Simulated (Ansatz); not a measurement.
ZnSe: geometry relaxation (part 2 of 2)

ZnSe (P4₁2₁2, 8 atoms in the cell); DFT PBE, scalar-relativistic, plane waves, PAW, no spin polarisation (Ansatz 0.2.0); cutoff 420 eV, 4×4×6 k-mesh, Gaussian smearing of 0.1 eV. The structure was made by a generator, so it may or may not be a known phase.

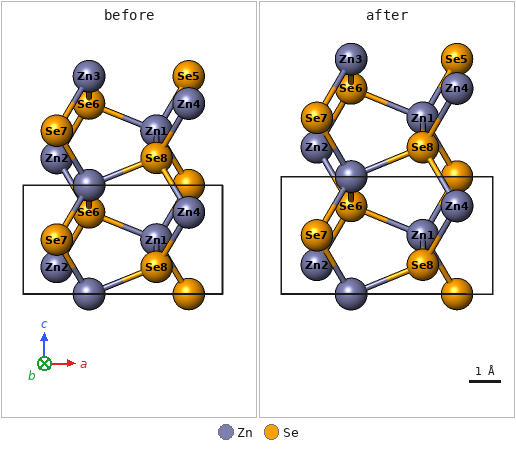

**Figure 1.** Before (left) and after (right) the relaxation, at one scale (ball-and-stick view of the cell of the calculation, repeated 1 × 1 × 2, along the b axis). No atom moves by more than 0.005 Å relative to the cell. The volume changes by +21.7 %, with a = b 6.539 → 6.944 Å (+6.2 %), c 3.570 → 3.851 Å (+7.9 %). Among the contacts that change: Zn1–Se5 2.327 → 2.495 Å, Zn1–Se6 2.387 → 2.540 Å. The space group stays P4_12_12 (No. 92). The energy falls by 190 meV per atom in 4 geometry steps. The largest force component goes from 0.16 to 0.0097 eV/Å. The pressure goes from 17.50 to 0.00 GPa. A last SCF at the same geometry on a re-selected plane-wave basis shifts the energy by −2.0 meV per atom. (Atoms are counted from 1 in the order of the input.)

```
basis re-selected at this cell: Δ(F+E_penalty+E_count) = -1.610e-2 eV, ΔP = +0.030 GPa vs the last step (what re-selecting the basis moved, of the pressure what is left beyond the Pulay correction that the steps carried, after the strain that the cell walked since its last selection, with what the two solves' SCF thresholds leave and, on support functions, any second-order correction that the steps lacked; it is no measure of the basis error at this ecutwfc). The dense FFT grid was sized anew with the basis: this SCF ran on 48×48×27 points, the steps before it on 45×45×24, so part of this shift can come from that change (see relax.cell in the input reference). This SCF's stress stands 7.05e-2 GPa from its target on what of the cell is left free (relax.cell.stress_tol is 4.00e-1 GPa) and its largest allowed force component is 9.68e-3 eV/Å (relax.f_tol is 4.00e-2 eV/Å): within both
SCF converged after 8 iterations
Free energy (F): -35156.614627 eV
Harris-Foulkes:  -35156.614627 eV  (|F-HF|=5.48e-9)
Internal energy: -35156.614627 eV  (E = F + TS)
E sigma→0 (E₀):  -35156.614627 eV
Entropy (-TS):   -0.000000 eV (-0.000 meV/atom)
Fermi energy:    6.970006 eV
--- Per-component energies (eV) ---
  E_band       = -1545.171605
  E_kinetic    = 996.494091
  E_local      = -17780.830546  (includes V_loc(G=0)·N_el)
  E_nonlocal   = 76.849121
  E_hartree    = 8239.359597
  E_xc         = -963.020928
  E_vxc        = -597.160923  (∫ρ·V_xc dr)
  E_paw        = -14961.050457  (= ΣΔE_a)
  E_vpaw       = -719.236819  (= ΣTr[D̂ρ^β])
  E_aug_tail   = -0.003778  (compensation charges beyond the density's cutoff)
  E_ewald      = -10764.411726
  E_smearing   = -0.000000  (= −TS)
  E_closure    = 0.000000  (closes the sum)
  Σ components = -35156.614627   (vs F -35156.614627, Δ=0.00e0)
--- Forces (eV/Å), atoms counted from 1 ---
  atom   1  Zn    -0.00791355    -0.00791355     0.00000000
  atom   2  Zn    -0.00791355     0.00791355     0.00000000
  atom   3  Zn     0.00791355     0.00791355    -0.00000000
  atom   4  Zn     0.00791355    -0.00791355    -0.00000000
  atom   5  Se     0.00968493     0.00968493    -0.00000000
  atom   6  Se     0.00968493    -0.00968493    -0.00000000
  atom   7  Se    -0.00968493    -0.00968493     0.00000000
  atom   8  Se    -0.00968493     0.00968493     0.00000000
  max |Σ_I F_I| component: 8.15e-17 eV/Å
--- Stress (GPa, compression-positive) ---
       -0.031044      -0.000000       0.000000
       -0.000000      -0.031044       0.000000
        0.000000       0.000000       0.070530
  P = ⅓ Tr σ = 0.0028 GPa (0.028 kbar)
--- Band table (eV; the first three rows and the last of 24) ---
  k-point 0: bands = ["-40.2586", "-40.2586", "-40.2584", "-40.2582", "-40.2536", "-40.2535", "-40.2535", "-40.2534", "-40.2173", "-40.2172", "-40.2172", "-40.2172", "-40.2098", "-40.2097", "-40.2097", "-40.2095", "-40.1989", "-40.1987", "-40.1987", "-40.1987", "-6.6136", "-5.7453", "-5.7453", "-5.5751", "-0.1062", "-0.0468", "-0.0468", "-0.0075", "0.1312", "0.1511", "0.2035", "0.2035", "0.2566", "0.2615", "0.2615", "0.2801", "0.2942", "0.2988", "0.3102", "0.3102", "0.3503", "0.3893", "0.4853", "0.4853", "1.4852", "2.4002", "2.4002", "2.9528", "4.3431", "5.7003", "5.7003", "5.9884", "6.1167", "6.3380", "6.3380", "6.4512", "7.2964", "9.7136", "9.7136", "10.7888", "11.3601", "11.3601", "12.5462", "12.5977", "13.1107", "13.2219", "13.2219", "13.7383"]
  k-point 1: bands = ["-40.2586", "-40.2585", "-40.2584", "-40.2583", "-40.2535", "-40.2534", "-40.2534", "-40.2533", "-40.2172", "-40.2172", "-40.2172", "-40.2172", "-40.2098", "-40.2098", "-40.2097", "-40.2095", "-40.1989", "-40.1987", "-40.1987", "-40.1987", "-6.4684", "-5.6826", "-5.6666", "-5.5168", "-0.0437", "-0.0427", "0.0123", "0.0364", "0.0898", "0.1743", "0.1903", "0.1907", "0.2427", "0.2651", "0.2770", "0.2980", "0.2995", "0.3069", "0.3123", "0.3134", "0.3328", "0.4014", "0.4819", "0.5183", "1.6087", "2.0158", "2.8133", "3.0690", "4.5364", "4.6540", "4.6570", "4.9626", "5.0447", "6.0220", "6.2849", "6.6336", "8.8543", "9.3064", "10.9086", "11.1905", "11.4740", "11.4858", "11.6147", "12.5362", "12.7018", "12.8913", "13.5375", "13.6108"]
  k-point 2: bands = ["-40.2587", "-40.2586", "-40.2585", "-40.2583", "-40.2534", "-40.2534", "-40.2532", "-40.2532", "-40.2171", "-40.2171", "-40.2170", "-40.2170", "-40.2098", "-40.2098", "-40.2097", "-40.2096", "-40.1989", "-40.1988", "-40.1987", "-40.1987", "-6.1019", "-5.6008", "-5.4911", "-5.4020", "-0.0681", "-0.0019", "0.0424", "0.1065", "0.1113", "0.1748", "0.2007", "0.2042", "0.2176", "0.2307", "0.2768", "0.2869", "0.3056", "0.3085", "0.3382", "0.3722", "0.3837", "0.4828", "0.5302", "0.5698", "1.5268", "2.0659", "2.4455", "3.1444", "3.5596", "4.0461", "4.2534", "4.3449", "4.8650", "4.9920", "5.7452", "6.3611", "9.1601", "9.5829", "10.0175", "10.1785", "10.6024", "12.0927", "12.7758", "12.7808", "12.9269", "13.6827", "14.3387", "14.6428"]
  k-point 23: bands = ["-40.2585", "-40.2585", "-40.2585", "-40.2585", "-40.2533", "-40.2533", "-40.2533", "-40.2533", "-40.2170", "-40.2170", "-40.2170", "-40.2170", "-40.2097", "-40.2097", "-40.2097", "-40.2097", "-40.1988", "-40.1988", "-40.1988", "-40.1988", "-5.5517", "-5.5517", "-5.5517", "-5.5517", "0.0356", "0.0356", "0.0356", "0.0356", "0.1668", "0.1668", "0.1668", "0.1668", "0.2448", "0.2448", "0.2448", "0.2448", "0.3598", "0.3598", "0.3598", "0.3598", "0.4832", "0.4832", "0.4832", "0.4832", "1.7886", "1.7886", "1.7886", "1.7886", "4.5094", "4.5094", "4.5094", "4.5094", "5.4647", "5.4647", "5.4647", "5.4647", "9.0963", "9.0963", "9.0963", "9.0963", "11.1802", "11.1802", "11.1802", "11.1802", "13.8289", "13.8289", "13.8289", "13.8289"]
--- Relaxed structure (5 steps of the walk, 5 accepted, 1 SCFs on fresh bases) ---
  F+E_penalty+E_count = -35156.61462654 eV   max|allowed force component| = 9.685e-3 eV/Å   (the final SCF, on the basis selected at the relaxed cell)
  cell:  # Å, volume = 185.7314 Å³
    - [6.944392787717423, -1.8851940376118055e-33, 0.0]
    - [-1.8851940376118055e-33, 6.944392787717423, -3.0045279974438157e-33]
    - [0.0, -1.6402101708430763e-33, 3.851382689039209]
  atoms:
    - { symbol: Zn, position: [0.6692433079152504, 0.6692433079152504, 0.5] }
    - { symbol: Zn, position: [0.16924330791525055, 0.8307566920847493, 0.25] }
    - { symbol: Zn, position: [0.33075669208474945, 0.33075669208474945, 4.3834538970860573e-35] }
    - { symbol: Zn, position: [0.8307566920847493, 0.16924330791525055, 0.75] }
    - { symbol: Se, position: [0.8307062553231791, 0.8307062553231791, -6.406586464971929e-35] }
    - { symbol: Se, position: [0.33070625532317915, 0.6692937446768208, 0.75] }
    - { symbol: Se, position: [0.16929374467682076, 0.16929374467682076, 0.5] }
    - { symbol: Se, position: [0.6692937446768208, 0.33070625532317915, 0.25] }
```

Trajectory as extended XYZ (Å, eV, eV/Å), 6 frames, from step=1 to step=6
```
8
Lattice="6.5392 0.0000 0.0000 0.0000 6.5392 0.0000 0.0000 0.0000 3.5698" Properties=species:S:1:pos:R:3:forces:R:3 step=1 energy=-35155.07834 pressure_GPa=17.50
Zn    4.3763    4.3763    1.7849   -0.1551  -0.1551   0.0000
Zn    1.1067    5.4325    0.8925   -0.1551   0.1551   0.0000
Zn    2.1629    2.1629    0.0000    0.1551   0.1551   0.0000
Zn    5.4325    1.1067    2.6774    0.1551  -0.1551   0.0000
Se    5.4325    5.4325    0.0000    0.1020   0.1020   0.0000
Se    2.1629    4.3763    2.6774    0.1020  -0.1020   0.0000
Se    1.1067    1.1067    1.7849   -0.1020  -0.1020   0.0000
Se    4.3763    2.1629    0.8925   -0.1020   0.1020   0.0000
8
Lattice="6.7334 0.0000 0.0000 0.0000 6.7334 0.0000 0.0000 0.0000 3.7437" Properties=species:S:1:pos:R:3:forces:R:3 step=2 energy=-35156.32029 pressure_GPa=6.18
Zn    4.5063    4.5063    1.8719   -0.0826  -0.0826   0.0000
Zn    1.1396    5.5938    0.9359   -0.0826   0.0826   0.0000
Zn    2.2271    2.2271    0.0000    0.0826   0.0826   0.0000
Zn    5.5938    1.1396    2.8078    0.0826  -0.0826   0.0000
Se    5.5842    5.5842    0.0000    0.0856   0.0856   0.0000
Se    2.2175    4.5158    2.8078    0.0856  -0.0856   0.0000
Se    1.1492    1.1492    1.8719   -0.0856  -0.0856   0.0000
Se    4.5158    2.2175    0.9359   -0.0856   0.0856   0.0000
8
Lattice="6.8963 0.0000 0.0000 0.0000 6.8963 0.0000 0.0000 0.0000 3.8127" Properties=species:S:1:pos:R:3:forces:R:3 step=3 energy=-35156.57951 pressure_GPa=1.46
Zn    4.6202    4.6202    1.9063   -0.0378  -0.0378   0.0000
Zn    1.1721    5.7241    0.9532   -0.0378   0.0378   0.0000
Zn    2.2760    2.2760    0.0000    0.0378   0.0378   0.0000
Zn    5.7241    1.1721    2.8595    0.0378  -0.0378   0.0000
Se    5.7304    5.7304    0.0000    0.0299   0.0299   0.0000
Se    2.2823    4.6140    2.8595    0.0299  -0.0299   0.0000
Se    1.1658    1.1658    1.9063   -0.0299  -0.0299   0.0000
Se    4.6140    2.2823    0.9532   -0.0299   0.0299   0.0000
8
Lattice="6.9347 0.0000 0.0000 0.0000 6.9347 0.0000 0.0000 0.0000 3.8693" Properties=species:S:1:pos:R:3:forces:R:3 step=4 energy=-35156.59713 pressure_GPa=-0.18
Zn    4.6453    4.6453    1.9346   -0.0108  -0.0108   0.0000
Zn    1.1779    5.7568    0.9673   -0.0108   0.0108   0.0000
Zn    2.2895    2.2895    0.0000    0.0108   0.0108   0.0000
Zn    5.7568    1.1779    2.9019    0.0108  -0.0108   0.0000
Se    5.7616    5.7616    0.0000    0.0035   0.0035   0.0000
Se    2.2943    4.6404    2.9019    0.0035  -0.0035   0.0000
Se    1.1731    1.1731    1.9346   -0.0035  -0.0035   0.0000
Se    4.6404    2.2943    0.9673   -0.0035   0.0035   0.0000
8
Lattice="6.9444 0.0000 0.0000 0.0000 6.9444 0.0000 0.0000 0.0000 3.8514" Properties=species:S:1:pos:R:3:forces:R:3 step=5 energy=-35156.59853 pressure_GPa=-0.03
Zn    4.6475    4.6475    1.9257   -0.0078  -0.0078   0.0000
Zn    1.1753    5.7691    0.9628   -0.0078   0.0078   0.0000
Zn    2.2969    2.2969    0.0000    0.0078   0.0078   0.0000
Zn    5.7691    1.1753    2.8885    0.0078  -0.0078   0.0000
Se    5.7688    5.7688    0.0000    0.0097   0.0097   0.0000
Se    2.2966    4.6478    2.8885    0.0097  -0.0097   0.0000
Se    1.1756    1.1756    1.9257   -0.0097  -0.0097   0.0000
Se    4.6478    2.2966    0.9628   -0.0097   0.0097   0.0000
8
Lattice="6.9444 0.0000 0.0000 0.0000 6.9444 0.0000 0.0000 0.0000 3.8514" Properties=species:S:1:pos:R:3:forces:R:3 step=6 energy=-35156.61463 pressure_GPa=0.00
Zn    4.6475    4.6475    1.9257   -0.0079  -0.0079   0.0000
Zn    1.1753    5.7691    0.9628   -0.0079   0.0079   0.0000
Zn    2.2969    2.2969    0.0000    0.0079   0.0079   0.0000
Zn    5.7691    1.1753    2.8885    0.0079  -0.0079   0.0000
Se    5.7688    5.7688    0.0000    0.0097   0.0097   0.0000
Se    2.2966    4.6478    2.8885    0.0097  -0.0097   0.0000
Se    1.1756    1.1756    1.9257   -0.0097  -0.0097   0.0000
Se    4.6478    2.2966    0.9628   -0.0097   0.0097   0.0000
```

The run was set up as follows.

The input
```yaml
crystal:
  lattice:
    - [6.53919317, 0.0, 0.0]
    - [0.0, 6.53919317, 0.0]
    - [0.0, 0.0, 3.56982899]
  atoms:
    - { symbol: Zn, position: [0.66924326, 0.66924326, 0.5] }
    - { symbol: Zn, position: [0.16924326, 0.83075674, 0.25] }
    - { symbol: Zn, position: [0.33075674, 0.33075674, 0.0] }
    - { symbol: Zn, position: [0.83075674, 0.16924326, 0.75] }
    - { symbol: Se, position: [0.83075674, 0.83075674, 0.0] }
    - { symbol: Se, position: [0.33075674, 0.66924326, 0.75] }
    - { symbol: Se, position: [0.16924326, 0.16924326, 0.5] }
    - { symbol: Se, position: [0.66924326, 0.33075674, 0.25] }
basis:
  ecutwfc: 420
kpoints:
  mp_grid: { grid: [4, 4, 6] }
hamiltonian:
  xc: pbe
scf:
  occupations: { method: gaussian, width: 0.1 }
  lower_state_search: "off"
output:
  forces: true
  stress: true
  eigenvalues: true
relax:
  adjacent_minimum: "off"
  f_tol: 0.04
  max_steps: 70
  cell: { stress_tol: 0.4 }
```

Run as:
```bash
ansatz run input.yaml --threads 1 --pin off --max-ram 2560MiB --backend cpu --events-out ev --progress --plain --runs-dir out
```

Summary

| quantity | value |
| --- | --- |
| outcome | converged |
| space group (tolerance 0.01 Å) | P4₁2₁2 (92) |
| electrons treated | 112 |
| free energy | −35156.6146 eV |
| Fermi energy | 6.970 eV |
| gap on the k-point mesh | 0.66 eV |
| pressure | 0.00 GPa |
| final volume | 185.73 Å³ |
| largest force (length of the vector) at the end | 0.014 eV/Å |
| final cell | a = 6.944 Å, b = 6.944 Å, c = 3.851 Å, α = 90.00°, β = 90.00°, γ = 90.00° |
| hardware | 1 thread of Arm Neoverse V2, 24 GiB of memory available, shared host |
| wall time | 2.9 min |
| peak memory | 0.52 GiB |
